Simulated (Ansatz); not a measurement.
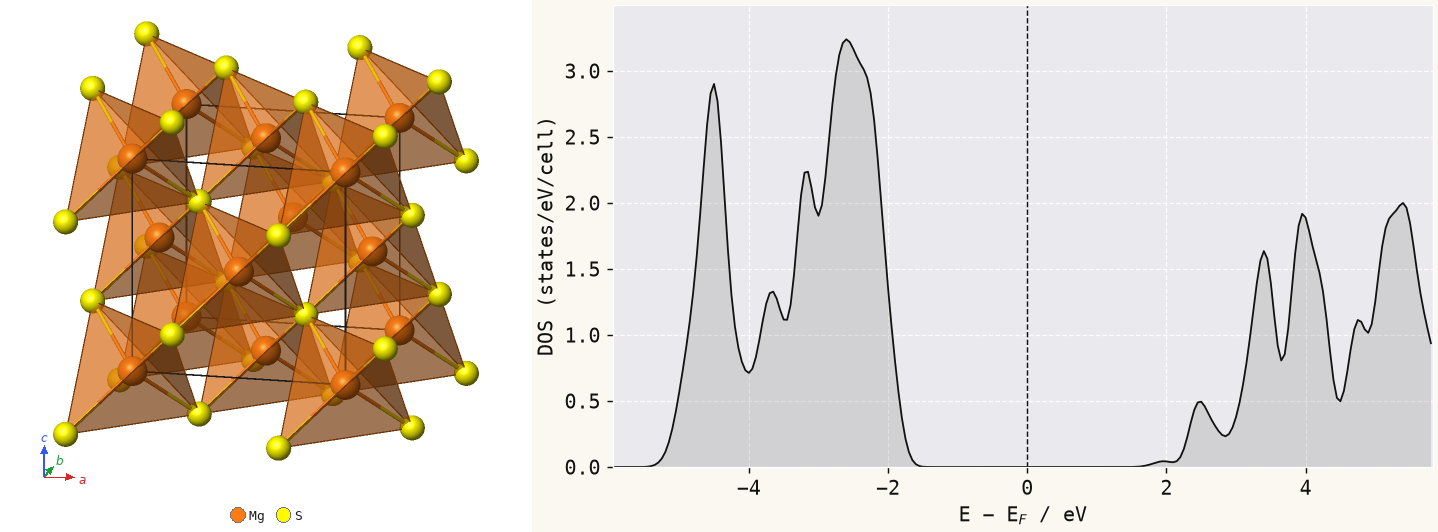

Write a caption that states what the plot shows.

Density of states of MgS, space group F-43m, 2 atoms in the cell, zincblende type, hydrostatic strain −1.5%, beside the structure. Computed with Ansatz 0.2.0: DFT, PBE, plane waves, PAW, no spin polarisation, 8×8×8 k mesh. Energies are counted from the Fermi level. The curve is built from the levels of the k mesh with Gaussians 0.3 eV wide, which also blur the band edges.

There is a gap; over the k points computed it is 3.70 eV (direct among those points). The upper group of valence states starts about 3.3 eV under the valence-band top (which lies at −1.9 eV on this axis), with a gap beneath it; it holds about 6 electrons a cell.
